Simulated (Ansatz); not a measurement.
# Dielectric response of NaCl (001) films, part 3 of 5

Wanted: ε of rocksalt NaCl (001) by finite fields on slabs, and the band edges against the vacuum where run.

Ansatz 0.2.0; plane-wave DFT, PBE, Ansatz PAW (set soft_1); PAW set soft_1 (the session's first sound run).

So far, gap on the k-mesh (eV): step 2 (relaxing the film, 6 atoms, units 3) 5.02; step 4 (applied field, field 0.1 V/Å) 4.90; step 5 (applied field, field -0.1 V/Å) 4.90; step 7 (field 0.05 V/Å, other threshold, other force threshold) 5.01; step 8 (field -0.05 V/Å, other threshold, other force threshold) 5.01.

**9. Response with the atoms relaxed, 6 atoms, units 3**

This step: plane-wave DFT, PBE, Ansatz PAW (set soft_1); response to a field along the normal, atoms relaxed; PAW set soft_1 (Ansatz 0.2.0).

The two relaxed runs give the static response.

This step gave:

- equivalent conductor thickness p/(ε₀AE): 8.187 Å
- distance between the outer atoms: 5.796 Å

Local field over the applied field, running mean. From the potentials at -0.05 and 0.05 V/Å; running mean over 2.82 Å, taken twice. The local field over applied field by z:

| z (Å) | local field over applied field |
| --- | --- |
| 4 | 0.998 |
| 6 | 0.852 |
| 8 | 0.356 |
| 10 | 0.0866 |
| 12 | 0.0732 |
| 14 | 0.106 |
| 16 | 0.447 |
| 18 | 0.887 |

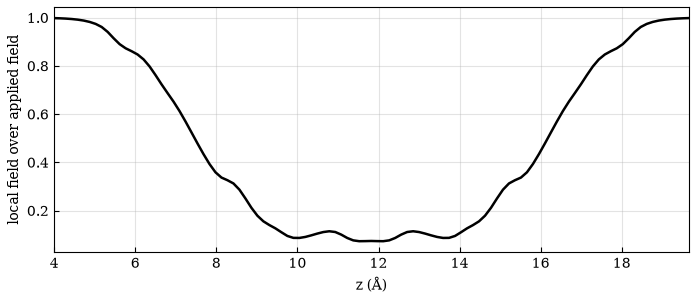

Local field over applied field, plotted against z.

The induced dipole is that of a conductor 8.19 Å thick.

**10. Relaxation, 10 atoms, units 5**

This step: plane-wave DFT, PBE, Ansatz PAW (set soft_1); PAW set soft_1 (Ansatz 0.2.0).

System of this step: NaCl (001), 5 units. The cell holds 10 atoms: 5 Na and 5 Cl. Cell: a = 3.988 Å, b = 3.988 Å, c = 29.280 Å, α = 90.0°, β = 90.0°, γ = 90.0°. It derives from NaCl (rocksalt NaCl). Vacuum lies along c.

The next thickness, treated alike, so that differences show the interior and the faces cancel.

input.yaml reads:

```yaml
crystal:
  lattice:
    - [3.98808225, 0.0, 0.0]
    - [0.0, 3.98808225, 0.0]
    - [0.0, 0.0, 29.28]
  atoms:
    - { symbol: Na, position: [0.5, 0.5, 0.3073770492] }
    - { symbol: Cl, position: [0.0, 0.0, 0.3073770492] }
    - { symbol: Na, position: [0.0, 0.0, 0.4036885246] }
    - { symbol: Cl, position: [0.5, 0.5, 0.4036885246] }
    - { symbol: Na, position: [0.5, 0.5, 0.5] }
    - { symbol: Cl, position: [0.0, 0.0, 0.5] }
    - { symbol: Na, position: [0.0, 0.0, 0.5963114754] }
    - { symbol: Cl, position: [0.5, 0.5, 0.5963114754] }
    - { symbol: Na, position: [0.5, 0.5, 0.6926229508] }
    - { symbol: Cl, position: [0.0, 0.0, 0.6926229508] }
kpoints:
  mp_grid: { grid: [8, 8, 1] }
hamiltonian:
  xc: pbe
  pseudopotentials: { kind: paw, azcp: { folder: soft_1 } }
scf:
  occupations: { method: fixed }
  convergence: { dr2_threshold: 1.0e-09 }
efield:
  axis: 3
  dipole_correction: true
  ramp_position: 0.97
  ramp_width: 0.06
relax:
  f_tol: 0.003
  max_steps: 100
output:
  write_potential: true
  write_density: true
  volumetric_format: npy
```

Started as:

```bash
$ ansatz run input.yaml --threads 4 --pin off --max-ram 8192MiB --backend cpu --events-out ev --progress --plain --runs-dir out
```

Numbers of over 12 decimals in the logs are rounded to 6 here.

The log of the run:

```text
[...]
Crystal: 10 atoms, lattice volume = 465.693 Å³
Basis set: ecut = 420 eV, 9129 PW (Γ), exchange–correlation on 54×54×400 points (8 copies of the dense FFT grid, shifted against one another)
Bands: 50, of which v1, the nominal top of the filled ones, is band 40 counted from 1 (39 counted from 0)
Symmetry: 8 space group operations
k-points: 15 of 64
[...]
- { symbol: Cl, position: [0.5, 0.5, 0.402613] }
    - { symbol: Na, position: [0.5, 0.5, 0.500000] }
    - { symbol: Cl, position: [0, 0, 0.500000] }
    - { symbol: Na, position: [3.1017580258040327e-18, 0, 0.598486] }
    - { symbol: Cl, position: [0.5, 0.5, 0.597387] }
    - { symbol: Na, position: [0.5, 0.5, 0.693021] }
    - { symbol: Cl, position: [6.020690798381886e-18, 0, 0.696844] }
[key lines of the parts left out:]
SCF converged after 6 iterations
Free energy (F): -12847.497390 eV
Fermi energy:    -2.993244 eV
Dipole field:    D = 0.000000 V/Å  (p = 0.000000 e·Å, saw-weighted, corrected)
Work function:   Φ+ = 6.7512 eV   Φ− = 6.7512 eV
```

It took 33 s on 4 threads of Arm Neoverse V1, shared host; peak memory 0.87 GiB.

Relaxation path:

| step | energy less that of the first step (eV) | largest force component (eV/Å) |
| --- | --- | --- |
| 1 | 0.0000 | 0.1927 |
| 2 | -0.0187 | 0.0627 |
| 3 | -0.0227 | 0.0092 |
| 4 | -0.0228 | 0.0018 |
| 5 | -0.0228 | 0.0002 |

Forces are held to the 8 operations that the run works with; a distortion that breaks them can't arise in this run.

The atoms that moved most (Å):

| atom | dx | dy | dz | length |
| --- | --- | --- | --- | --- |
| Cl2 | 0.000 | 0.000 | -0.124 | 0.124 |
| Cl10 | 0.000 | 0.000 | 0.124 | 0.124 |
| Na7 | 0.000 | 0.000 | 0.064 | 0.064 |
| Na3 | 0.000 | 0.000 | -0.064 | 0.064 |
| Cl4 | 0.000 | 0.000 | -0.031 | 0.031 |
| Cl8 | 0.000 | 0.000 | 0.031 | 0.031 |
| Na9 | 0.000 | 0.000 | 0.012 | 0.012 |
| Na1 | 0.000 | 0.000 | -0.012 | 0.012 |

The relaxation took 5 steps and lowered the energy by 0.023 eV; the largest force on the free atoms ends at 1.8e-4 eV/Å.

The gap is 5.03 eV, with the valence edge 6.75 eV and the conduction edge 1.72 eV under the upper vacuum level.

**11. The relaxed film, single point, 10 atoms, units 5**

The next thickness, treated alike, so that differences show the interior and the faces cancel.

input.yaml, the sections that differ from step 10:

```yaml
crystal:
  lattice:
    - [3.98808225, 0.0, 0.0]
    - [0.0, 3.98808225, 0.0]
    - [0.0, 0.0, 29.28]
  atoms:
    - { symbol: Na, position: [0.5, 0.5, 0.3069791556] }
    - { symbol: Cl, position: [0.0, 0.0, 0.3031562846] }
    - { symbol: Na, position: [0.0, 0.0, 0.4015140592] }
    - { symbol: Cl, position: [0.5, 0.5, 0.4026131922] }
    - { symbol: Na, position: [0.5, 0.5, 0.5000000003] }
    - { symbol: Cl, position: [0.0, 0.0, 0.4999999999] }
    - { symbol: Na, position: [0.0, 0.0, 0.5984859416] }
    - { symbol: Cl, position: [0.5, 0.5, 0.597386807] }
    - { symbol: Na, position: [0.5, 0.5, 0.6930208446] }
    - { symbol: Cl, position: [0.0, 0.0, 0.6968437149] }
output:
  eigenvalues: true
  write_potential: true
  write_density: true
  volumetric_format: npy
  elf: true
# kpoints, hamiltonian, scf, efield: as in step 10
# relax: removed
```

The log of the run:

```text
[...]
Crystal: 10 atoms, lattice volume = 465.693 Å³
Basis set: ecut = 420 eV, 9129 PW (Γ)
Bands: 50, of which v1, the nominal top of the filled ones, is band 40 counted from 1 (39 counted from 0)
Symmetry: 8 space group operations
k-points: 15 of 64
[...]
k-point 1: bands = [... 36 lower, -3.1172, -3.0439, -3.0311, -3.0020, 2.3393, 2.5264, 3.1553, 3.8486, ... 6 higher]
  k-point 2: bands = [... 36 lower, -3.1309, -3.1286, -3.0458, -3.0258, 3.0419, 3.0962, 3.5950, 4.1534, ... 6 higher]
  k-point 14: bands = [... 36 lower, -3.6523, -3.5899, -3.2295, -3.2220, 4.4029, 4.5565, 4.6929, 5.2218, ... 6 higher]
[key lines of the parts left out:]
SCF converged after 10 iterations
Free energy (F): -12847.497550 eV
Fermi energy:    -2.993185 eV
Dipole field:    D = -0.000000 V/Å  (p = -0.000000 e·Å, saw-weighted, corrected)
Work function:   Φ+ = 6.7512 eV   Φ− = 6.7512 eV
```

Elapsed: 12 s, on 4 threads; peak memory 0.93 GiB; 46 s of CPU time.

The gap is 5.03 eV, with the valence edge 6.75 eV and the conduction edge 1.72 eV under the upper vacuum level.

**12. Single point, 10 atoms, units 5, field 0.1 V/Å**

input.yaml: that of step 11 with these lines changed.

```diff
@@ -23,3 +23,3 @@
   occupations: { method: fixed }
-  convergence: { dr2_threshold: 1.0e-09 }
+  convergence: { dr2_threshold: 1.0e-10 }
 efield:
@@ -29,4 +29,4 @@
   ramp_width: 0.06
+  amplitude: 0.1
 output:
-  eigenvalues: true
   write_potential: true
@@ -34,2 +34 @@
   volumetric_format: npy
-  elf: true
```

The log of the run:

```text
[...]
Crystal: 10 atoms, lattice volume = 465.693 Å³
Basis set: ecut = 420 eV, 9129 PW (Γ)
Bands: 50, of which v1, the nominal top of the filled ones, is band 40 counted from 1 (39 counted from 0)
Symmetry: 8 space group operations
k-points: 15 of 64
[...]
k-point 0: bands = [... 36 lower, -3.0804, -3.0013, -2.8223, -2.8223, 1.8922, 2.3784, 2.9435, 3.4075, ... 6 higher]
  k-point 1: bands = [... 36 lower, -3.0849, -3.0317, -2.9280, -2.8228, 2.1580, 2.6448, 3.1274, 3.5754, ... 6 higher]
  k-point 2: bands = [... 36 lower, -3.1666, -3.1009, -2.9717, -2.8242, 2.7642, 3.3105, 3.5797, 3.9985, ... 6 higher]
  k-point 14: bands = [... 36 lower, -3.5631, -3.5631, -3.4509, -2.9970, 4.2441, 4.6697, 4.6897, 5.1978, ... 6 higher]
[key lines of the parts left out:]
SCF converged after 11 iterations
Free energy (F): -12847.501436 eV
Fermi energy:    -2.822250 eV
Dipole field:    D = 0.030201 V/Å  (p = 0.077725 e·Å, saw-weighted, corrected)
```

Run time: 12 s. Hardware: 4 threads; peak memory 0.9 GiB; 46 s of CPU time.

The dipole is 0.0777 e·Å, and the gap on the mesh 4.714 eV.

**13. Single point, 10 atoms, units 5, field -0.1 V/Å**

input.yaml: that of step 12 with these lines changed.

```diff
@@ -29,3 +29,3 @@
   ramp_width: 0.06
-  amplitude: 0.1
+  amplitude: -0.1
 output:
```

The log of the run:

```text
[...]
Crystal: 10 atoms, lattice volume = 465.693 Å³
Basis set: ecut = 420 eV, 9129 PW (Γ)
Bands: 50, of which v1, the nominal top of the filled ones, is band 40 counted from 1 (39 counted from 0)
Symmetry: 8 space group operations
k-points: 15 of 64
[...]
k-point 0: bands = [... 36 lower, -3.0804, -3.0013, -2.8223, -2.8223, 1.8922, 2.3784, 2.9435, 3.4075, ... 6 higher]
  k-point 1: bands = [... 36 lower, -3.0849, -3.0317, -2.9280, -2.8228, 2.1580, 2.6448, 3.1274, 3.5754, ... 6 higher]
  k-point 2: bands = [... 36 lower, -3.1666, -3.1009, -2.9717, -2.8242, 2.7642, 3.3105, 3.5797, 3.9985, ... 6 higher]
  k-point 14: bands = [... 36 lower, -3.5631, -3.5631, -3.4509, -2.9970, 4.2441, 4.6697, 4.6897, 5.1978, ... 6 higher]
[key lines of the parts left out:]
SCF converged after 11 iterations
Free energy (F): -12847.501436 eV
Fermi energy:    -2.822250 eV
Dipole field:    D = -0.030201 V/Å  (p = -0.077725 e·Å, saw-weighted, corrected)
```

Elapsed: 12 s, on 4 threads; peak memory 0.91 GiB.

The dipole is -0.0777 e·Å, and the gap on the mesh 4.714 eV.

**14. Response with the atoms held, 10 atoms, units 5**

This step: plane-wave DFT, PBE, Ansatz PAW (set soft_1); response to a field along the normal, atoms held; PAW set soft_1 (Ansatz 0.2.0).

Local field over the applied field, running mean. From the potentials at -0.1 and 0.1 V/Å; running mean over 2.82 Å, taken twice. The local field over applied field by z:

| z (Å) | local field over applied field |
| --- | --- |
| 4 | 0.998 |
| 6 | 0.917 |
| 8 | 0.570 |
| 10 | 0.395 |
| 12 | 0.401 |
| 14 | 0.401 |
| 16 | 0.401 |
| 18 | 0.398 |
| 20 | 0.416 |
| 22 | 0.708 |
| 24 | 0.974 |

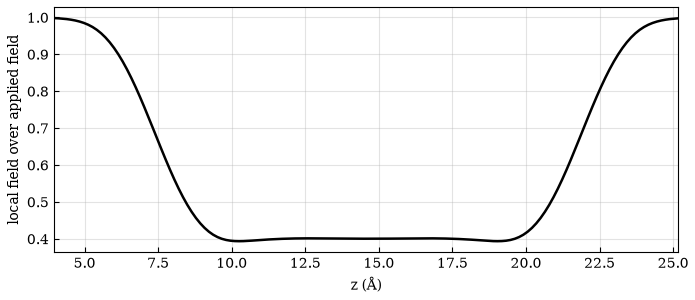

Local field over applied field, plotted against z.

The induced dipole is that of a conductor 8.84 Å thick.

**15. Relaxing in the field, 10 atoms, units 5, field 0.05 V/Å**

This step: plane-wave DFT, PBE, Ansatz PAW (set soft_1); PAW set soft_1 (Ansatz 0.2.0).

The same pair of relaxations in the field for this thickness.

input.yaml: that of step 13 with these lines changed.

```diff
@@ -29,3 +29,6 @@
   ramp_width: 0.06
-  amplitude: -0.1
+  amplitude: 0.05
+relax:
+  f_tol: 0.0006
+  max_steps: 70
 output:
```

The log of the run:

```text
[...]
Crystal: 10 atoms, lattice volume = 465.693 Å³
Basis set: ecut = 420 eV, 9129 PW (Γ), exchange–correlation on 54×54×400 points (8 copies of the dense FFT grid, shifted against one another)
Bands: 50, of which v1, the nominal top of the filled ones, is band 40 counted from 1 (39 counted from 0)
Symmetry: 8 space group operations
k-points: 15 of 64
[...]
- { symbol: Na, position: [1.681154730958187e-19, 0.0, 0.401632] }
    - { symbol: Cl, position: [0.5, 0.5, 0.402522] }
    - { symbol: Na, position: [0.5, 0.5, 0.500147] }
    - { symbol: Cl, position: [-1.8861694428816693e-19, 0.0, 0.499868] }
    - { symbol: Na, position: [1.761917180748905e-19, 0.0, 0.598609] }
    - { symbol: Cl, position: [0.5, 0.5, 0.597302] }
    - { symbol: Na, position: [0.5, 0.5, 0.693205] }
    - { symbol: Cl, position: [-2.815227019623265e-19, 0.0, 0.696646] }
[key lines of the parts left out:]
SCF converged after 5 iterations
Free energy (F): -12847.498824 eV
Fermi energy:    -2.981722 eV
Dipole field:    D = 0.022278 V/Å  (p = 0.057334 e·Å, saw-weighted, corrected)
```

It took 25 s on 4 threads; peak memory 0.84 GiB.

Relaxation path:

| step | energy less that of the first step (eV) | largest force component (eV/Å) |
| --- | --- | --- |
| 1 | 0.0000 | 0.0222 |
| 2 | -0.0004 | 0.0048 |
| 3 | -0.0005 | 0.0014 |
| 4 | -0.0005 | 0.0002 |

Forces are held to the 8 operations that the run works with; a distortion that breaks them can't arise in this run.

Final coordinates:

```cif
data_structure
_symmetry_space_group_name_H-M 'P 1'
_symmetry_Int_Tables_number 1
_cell_length_a 3.9881
_cell_length_b 3.9881
_cell_length_c 29.2800
_cell_angle_alpha 90.000
_cell_angle_beta 90.000
_cell_angle_gamma 90.000
_cell_volume 465.69
loop_
_atom_site_label
_atom_site_type_symbol
_atom_site_fract_x
_atom_site_fract_y
_atom_site_fract_z
_atom_site_occupancy
Na1 Na 0.50000 0.50000 0.30714 1
Cl2 Cl 0.00000 0.00000 0.30293 1
Na3 Na 0.00000 0.00000 0.40163 1
Cl4 Cl 0.50000 0.50000 0.40252 1
Na5 Na 0.50000 0.50000 0.50015 1
Cl6 Cl 0.00000 0.00000 0.49987 1
Na7 Na 0.00000 0.00000 0.59861 1
Cl8 Cl 0.50000 0.50000 0.59730 1
Na9 Na 0.50000 0.50000 0.69320 1
Cl10 Cl 0.00000 0.00000 0.69665 1
```

The relaxation took 4 steps and lowered the energy by 4.6e-4 eV; the largest force on the free atoms ends at 2.0e-4 eV/Å.

The dipole is 0.0573 e·Å, and the gap on the mesh 5.012 eV.

**16. Field on, atoms free, 10 atoms, units 5, field -0.05 V/Å**

The opposite sign, again from the field-free geometry; the difference of the two cancels what relaxes without a field.

input.yaml: that of step 15 with these lines changed.

```diff
@@ -29,3 +29,3 @@
   ramp_width: 0.06
-  amplitude: 0.05
+  amplitude: -0.05
 relax:
```

The log of the run:

```text
[...]
Crystal: 10 atoms, lattice volume = 465.693 Å³
Basis set: ecut = 420 eV, 9129 PW (Γ), exchange–correlation on 54×54×400 points (8 copies of the dense FFT grid, shifted against one another)
Bands: 50, of which v1, the nominal top of the filled ones, is band 40 counted from 1 (39 counted from 0)
Symmetry: 8 space group operations
k-points: 15 of 64
[...]
- { symbol: Na, position: [-1.761937048083078e-19, 0.0, 0.401391] }
    - { symbol: Cl, position: [0.5, 0.5, 0.402698] }
    - { symbol: Na, position: [0.5, 0.5, 0.499853] }
    - { symbol: Cl, position: [1.8861591896190595e-19, 0.0, 0.500132] }
    - { symbol: Na, position: [-1.6811791539918195e-19, 0.0, 0.598368] }
    - { symbol: Cl, position: [0.5, 0.5, 0.597478] }
    - { symbol: Na, position: [0.5, 0.5, 0.692864] }
    - { symbol: Cl, position: [3.191328752545695e-19, 0.0, 0.697067] }
[key lines of the parts left out:]
SCF converged after 5 iterations
Free energy (F): -12847.498824 eV
Fermi energy:    -2.981721 eV
Dipole field:    D = -0.022278 V/Å  (p = -0.057335 e·Å, saw-weighted, corrected)
```

The job ended after 25 s (4 threads; peak memory 0.85 GiB; 99 s of CPU time).

The steps of the relaxation:

| step | energy less that of the first step (eV) | largest force component (eV/Å) |
| --- | --- | --- |
| 1 | 0.0000 | 0.0222 |
| 2 | -0.0004 | 0.0048 |
| 3 | -0.0005 | 0.0014 |
| 4 | -0.0005 | 0.0002 |

Forces are held to the 8 operations that the run works with; a distortion that breaks them can't arise in this run.

The relaxation took 4 steps and lowered the energy by 4.6e-4 eV; the largest force on the free atoms ends at 2.0e-4 eV/Å.

The dipole is -0.0573 e·Å, and the gap on the mesh 5.012 eV.

**17. Response with the atoms relaxed, 10 atoms, units 5**

This step: plane-wave DFT, PBE, Ansatz PAW (set soft_1); response to a field along the normal, atoms relaxed; PAW set soft_1 (Ansatz 0.2.0).

Local field over the applied field, running mean. From the potentials at -0.05 and 0.05 V/Å; running mean over 2.82 Å, taken twice. Table of local field over applied field by z:

| z (Å) | local field over applied field |
| --- | --- |
| 4 | 0.998 |
| 6 | 0.845 |
| 8 | 0.361 |
| 10 | 0.0807 |
| 12 | 0.125 |
| 14 | 0.153 |
| 16 | 0.151 |
| 18 | 0.0778 |
| 20 | 0.137 |
| 22 | 0.552 |
| 24 | 0.940 |

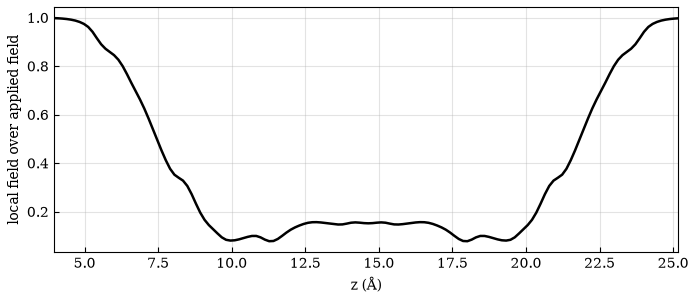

Local field over applied field against z.

The induced dipole is that of a conductor 13.05 Å thick.

[end of part 3 of 5]

[Logs are printed without paths, hosts, clocks, repeated set-up lines and the standing remarks that a program may print on its own settings, such as how far it seeks lower states.]

[Hosts, paths, dates, database ids (printed as entryN), source tags and the programs' standing remarks are cut or masked in the printed files.]

[Maps of the electrostatic potential energy from Ansatz leave out the sawtooth potential of an applied field or a dipole correction, so their vacuum need not be flat; planar profiles and work functions include it.]
